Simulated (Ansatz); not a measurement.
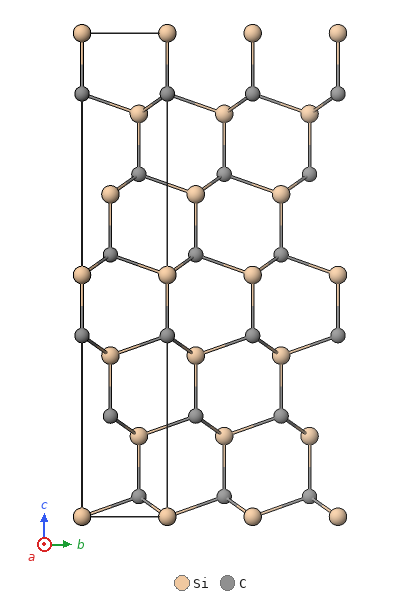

The picture looks along a close-packed row of the hexagonal mesh; c points upwards. Every atom sits on one of the three columns of the mesh; call them A, B, C in the order in which they first turn up. The sequence starts with the first layer at or above the cell's origin.

System SiC (space group P6_3mc, No. 186); source of the atomic positions: the geometry relaxed with Ansatz, DFT, r2SCAN, plane waves, PAW.

**Read off the stacking sequence over one period.**

Si(A) – C(B) – Si(B) – C(C) – Si(C) – C(A) – Si(A) – C(C) – Si(C) – C(B) – Si(B) – C(A) (twelve layers in 15.11 Å).
